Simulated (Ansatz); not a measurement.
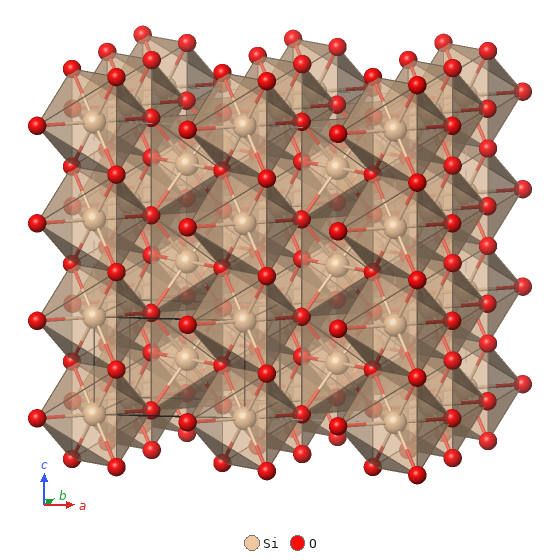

Polyhedra are drawn about Si (bonds: O–Si below 2.1 Å); other atoms are plain spheres.

SiO₂ (space group P4_2/mnm, No. 136). Coordinates: the end point of a relaxation with DFT PBE, scalar-relativistic, plane waves, PAW in Ansatz; the starting structure was generated, so it need not be a known form of this composition.

Q: What figure surrounds each Si atom, and what does it share with the other drawn polyhedra?

A: Si: SiO6 octahedron, sharing corners with eight neighbours and edges with two neighbours.

Q: How do these polyhedra hang together as a whole?

A: They form a three-dimensional framework of corner- and edge-sharing octahedra.
